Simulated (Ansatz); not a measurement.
Single-point calculation of SnSe

The run: single-point calculation of SnSe (Fm-3m, 2 atoms in the cell). Method and program: DFT PBE, scalar-relativistic, plane waves, PAW, no spin polarisation (Ansatz 0.2.0).

The structure derives from an entry of the Crystallography Open Database. It belongs to a series of runs on one base structure; here: band edges and mean potential of the bulk. Figures and captions count atoms from 1; the log counts them from 0 in places.

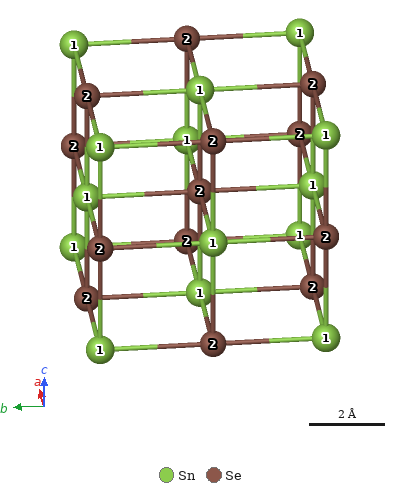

Fig. 1: The input geometry (ball-and-stick view of the cell 4 times as large as that of the calculation, set on its symmetry axes, seen at an oblique angle; atoms are numbered from 1 in the order of the input). An atom can appear more than once, as a periodic image. Near neighbours in the periodic cell (some may lie outside the picture): Sn has 6 Se at 3.03 Å; Se has 6 Sn at 3.03 Å.

## Results in brief

- outcome: converged
- space group (tolerance 0.01 Å): Fm-3m (225)
- electrons treated: 30
- free energy: −11494.1593 eV
- Fermi energy: 9.039 eV
- gap on the k-point mesh: 0.49 eV
- gap on the band path: 0.00 eV
- pressure: −0.01 GPa
- largest force (length of the vector): under 0.001 eV/Å
- hardware: 1 thread of Intel Xeon @ 2.50GHz (Skylake/Cascade Lake), 189 GiB of memory available, shared host
- wall time: 16 s
- peak memory: 0.38 GiB

## Input
```yaml
crystal:
  lattice:
    - [0.0, 3.0308108344, 3.0308108344]
    - [3.0308108344, 0.0, 3.0308108344]
    - [3.0308108344, 3.0308108344, 0.0]
  atoms:
    - { symbol: Sn, position: [0.0, 0.0, 0.0] }
    - { symbol: Se, position: [0.5, 0.5, 0.5] }
basis:
  ecutwfc: 420
kpoints:
  mp_grid: { grid: [10, 10, 10] }
  band_path: { path: [VBM, CBM], npoints: 2 }
hamiltonian:
  xc: pbe
scf:
  occupations: { method: gaussian, width: 0.02 }
output:
  forces: true
  stress: true
  eigenvalues: true
  write_density: true
  write_potential: true
  elf: true
  volumetric_format: npy
```

Launch command:
```bash
ansatz run input.yaml --threads 1 --pin off --max-ram 2560MiB --backend cpu --events-out ev --progress --plain --runs-dir out
```

## Output
```
Engine: ansatz 0.2.0, x86_64-unknown-linux-gnu
Pseudopotentials: kind: paw
Pseudopotential: Sn, paw, valence charge 14, recommended cutoff 420 eV (normal), Sn.paw.azcp
Pseudopotential: Se, paw, valence charge 16, recommended cutoff 420 eV (normal), Se.paw.azcp
Functional definition: PBE
  parameter kappa = 0.804
  parameter beta = 0.06672455060314922
  exchange = pbe_x(kappa = kappa, mu = beta*pi^2/3)
  correlation = pbe_c(beta = beta)
Crystal: 2 atoms, lattice volume = 55.681 Å³
Basis set: ecut = 420 eV, 1067 PW (Γ), exchange–correlation on 60×60×60 points (8 copies of the dense FFT grid, shifted against one another)
Bands: 19, of which v1, the nominal top of the filled ones, is band 15 counted from 1 (14 counted from 0)
Symmetry: 48 space group operations
Space group: Fm-3m (ITA 225), of the structure as read, at distance tolerance 3.8e-5 Å
k-points: 47 of 1000
Non-local potential: Sn, projectors of the file, l = 0: 2, l = 1: 2, l = 2: 2, l = 3: 2
Non-local potential: Se, projectors of the file, l = 0: 2, l = 1: 2, l = 2: 3, l = 3: 1
PAW form: soft (Blöchl's): semilocal exchange-correlation on the pseudo side does not see the compensation charge
PAW one-centre angular grid: Sn, 590 points (default); XC on 64 Gauss nodes
PAW one-centre angular grid: Se, 590 points (default); XC on 64 Gauss nodes
Initial density: superposition of atomic densities (neutral atoms: chi_scale 0, normalization atom), corrected by the library's trained network
Initial wavefunctions: pseudopotential atomic-orbital guess
Functional: x = pbe(κ = 0.804, μ = 0.2195149727645171), c = pbe(β = 0.06672455060314922)
SCF iter   1: F=—  HF=-11494.160171 eV  |F-HF|=—  |Δ(HF+E_count)|=         —  Δρ=5.49e-4  dr2=1.48e-4  ethr=1.77e-3  ⟨swp⟩=6.1  Hψ=4407  notcnv=0
preconditioner: auto → none  [insulator: Δε(μ)=0.488 eV  Ē_g=17.332 eV  σ=0.020 eV  W_gap=1.00  n_scr=14 (ndim 8)  ℏωp=22.3 eV  f_vac=0.017  D(μ)=0.00/eV (n_scr^D=0)  ε∞_Penn≈2.6]
SCF iter   2: F=—  HF=-11494.159229 eV  |F-HF|=—  |Δ(HF+E_count)|=   9.41e-4  Δρ=3.94e-4  dr2=4.87e-5  ethr=4.92e-7  ⟨swp⟩=3.0  Hψ=2121  notcnv=0
SCF iter   3: F=—  HF=-11494.159233 eV  |F-HF|=—  |Δ(HF+E_count)|=   3.35e-6  Δρ=2.03e-4  dr2=1.16e-5  ethr=1.62e-7  ⟨swp⟩=2.0  Hψ=1598  notcnv=0
SCF iter   4: F=—  HF=-11494.159256 eV  |F-HF|=—  |Δ(HF+E_count)|=   2.29e-5  Δρ=8.47e-5  dr2=4.00e-6  ethr=3.88e-8  ⟨swp⟩=2.0  Hψ=1598  notcnv=0
SCF iter   5: F=—  HF=-11494.159254 eV  |F-HF|=—  |Δ(HF+E_count)|=   1.94e-6  Δρ=4.51e-5  dr2=1.09e-6  ethr=1.33e-8  ⟨swp⟩=2.0  Hψ=1173  notcnv=0
SCF iter   6: F=-11494.159253 eV  HF=-11494.159253 eV  |F-HF|=4.87e-8  |Δ(HF+E_count)|=   8.42e-7  Δρ=8.44e-6  dr2=3.11e-8  ethr=3.33e-10  ⟨swp⟩=6.5  Hψ=5708  notcnv=0
SCF 1 converged in 6 iterations: F = -11494.159253 eV  dr2 = 3.11e-8
  greatest PAW one-centre occupation: 1.000 electrons in one spin orbital (limit 2), on the Se atom at site 1 (counted from 0), in its partial waves of l = 2
NSCF: frozen V_eff on 16 k-points
NSCF: frozen V_eff on 16 k-points
NSCF: frozen V_eff on 16 k-points
NSCF: frozen V_eff on 16 k-points
NSCF: frozen V_eff on 4 k-points
NSCF: frozen V_eff on 16 k-points
NSCF: frozen V_eff on 8 k-points
NSCF: frozen V_eff on 15 k-points
NSCF: frozen V_eff on 4 k-points
NSCF: frozen V_eff on 10 k-points
NSCF: frozen V_eff on 6 k-points
NSCF: frozen V_eff on 14 k-points
NSCF: frozen V_eff on 6 k-points
NSCF: frozen V_eff on 14 k-points
NSCF: frozen V_eff on 6 k-points
NSCF: frozen V_eff on 14 k-points
NSCF: frozen V_eff on 16 k-points
NSCF: frozen V_eff on 6 k-points
NSCF: frozen V_eff on 15 k-points
NSCF: frozen V_eff on 16 k-points
NSCF: frozen V_eff on 6 k-points
NSCF: frozen V_eff on 12 k-points
NSCF: frozen V_eff on 14 k-points
NSCF: frozen V_eff on 14 k-points
NSCF: frozen V_eff on 6 k-points
NSCF: frozen V_eff on 3 k-points
SCF converged after 6 iterations
Free energy (F): -11494.159253 eV
Harris-Foulkes:  -11494.159253 eV  (|F-HF|=4.87e-8)
Internal energy: -11494.159253 eV  (E = F + TS)
E sigma→0 (E₀):  -11494.159253 eV
Fermi energy:    9.038948 eV
--- Per-component energies (eV) ---
  E_band       = -484.018119
  E_kinetic    = 302.687174
  E_local      = -3358.016020  (includes V_loc(G=0)·N_el)
  E_nonlocal   = -628.586470
  E_hartree    = 1762.365007
  E_xc         = -487.407891
  E_vxc        = -194.563012  (∫ρ·V_xc dr)
  E_paw        = -6043.842163  (= ΣΔE_a)
  E_vpaw       = -130.256755  (= ΣTr[D̂ρ^β])
  E_aug_tail   = -0.000546  (compensation charges beyond the density's cutoff)
  E_ewald      = -3041.358344
  E_smearing   = -0.000000  (= −TS)
  E_closure    = -0.000000  (closes the sum)
  Σ components = -11494.159253   (vs F -11494.159253, Δ=0.00e0)
--- Forces (eV/Å), atoms counted from 1 ---
  atom   1  Sn    -0.00000000     0.00000000    -0.00000000
  atom   2  Se     0.00000000    -0.00000000     0.00000000
  max |Σ_I F_I| component: 2.12e-30 eV/Å
--- Stress (GPa, compression-positive) ---
       -0.013672       0.000000      -0.000000
        0.000000      -0.013672      -0.000000
        0.000000       0.000000      -0.013672
  P = ⅓ Tr σ = -0.0137 GPa (-0.137 kbar)
--- Band table (eV; the first three rows and the last of 47) ---
  k-point 0: bands = ["-38.8293", "-38.8293", "-38.8278", "-38.8278", "-38.8278", "-12.8329", "-12.8329", "-12.8329", "-12.8294", "-12.8294", "-4.9438", "3.6510", "6.6550", "6.6550", "6.6550", "13.0233", "13.0233", "13.0233", "14.6799"]
  k-point 1: bands = ["-38.8293", "-38.8293", "-38.8278", "-38.8278", "-38.8278", "-12.8326", "-12.8323", "-12.8323", "-12.8296", "-12.8296", "-4.8761", "3.2894", "6.6672", "6.6672", "6.9431", "12.4302", "12.5384", "12.5384", "14.6561"]
  k-point 2: bands = ["-38.8293", "-38.8293", "-38.8278", "-38.8277", "-38.8277", "-12.8329", "-12.8329", "-12.8320", "-12.8278", "-12.8278", "-4.6862", "2.5140", "6.7077", "6.7077", "7.5086", "11.3931", "11.6437", "11.6437", "14.7491"]
  k-point 46: bands = ["-38.8293", "-38.8292", "-38.8277", "-38.8277", "-38.8276", "-12.8476", "-12.8313", "-12.8277", "-12.8246", "-12.8169", "-3.7744", "1.9906", "3.9564", "4.4857", "7.5584", "10.7453", "13.1018", "13.8674", "15.1888"]
```

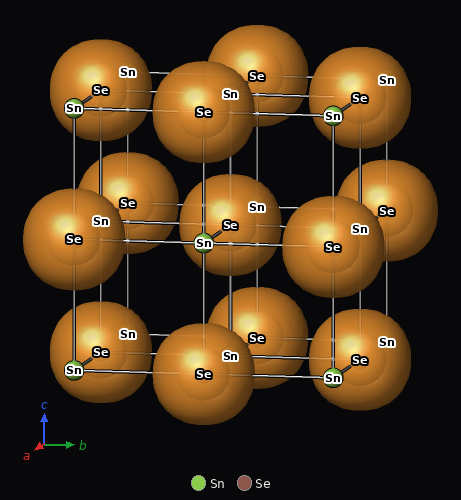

Fig. 2: Isosurface of the ELF at 0.7 (orange), seen slightly off an axis. Only the valence region is drawn (cores and ρ < 0.01 e/Å³ removed). Sticks mark near contacts. The outline is the cell set on symmetry axes. Profiles from the grid: Sn–Se (3.03 Å): the ELF peaks at about 0.80 in the valence shell of Se, 0.8 Å from its nucleus, and drops to about 0.30 between the two atoms. The fields are those of the smooth PAW valence density.

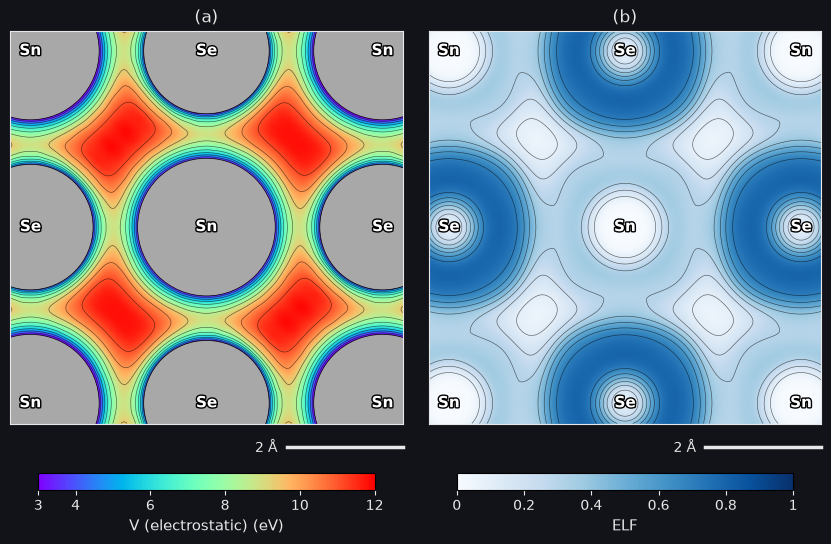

Fig. 3: (a) electrostatic potential energy of an electron; (b) ELF on the (010) plane of the conventional cell. Grey discs, where drawn, cover atomic cores. Sn–Se (3.03 Å): the ELF peaks at about 0.80 in the valence shell of Se, 0.8 Å from its nucleus, and drops to about 0.30 between the two atoms. Outside the cores the potential energy rises away from the atoms and is highest about 1.9 Å from the nearest atoms; outside the discs it spans about 9 eV, and its zero is arbitrary.

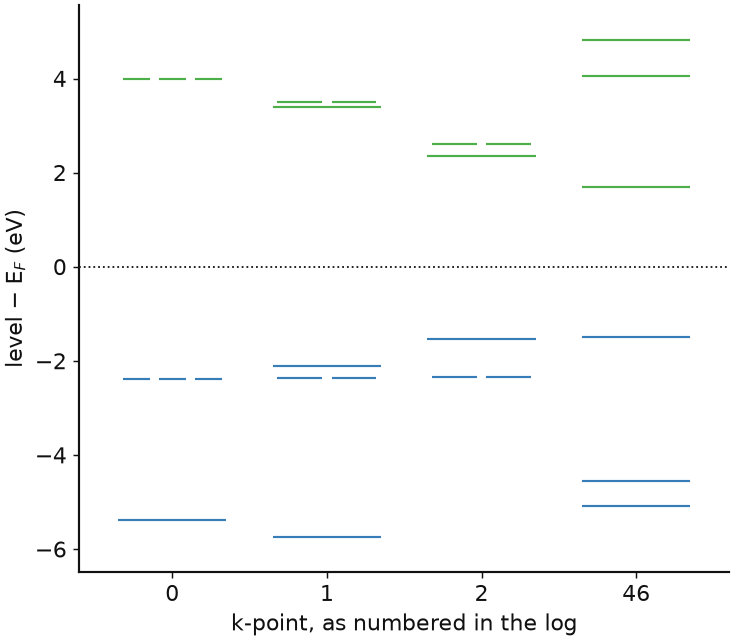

Fig. 4: Kohn–Sham levels near the Fermi level (dotted) at the few k-points that the log prints; levels within 0.02 eV of each other stand side by side. Among these points the highest filled and lowest empty levels are 3.19 eV apart; the gap on the full mesh, 0.49 eV, has an edge at a point that isn't printed.
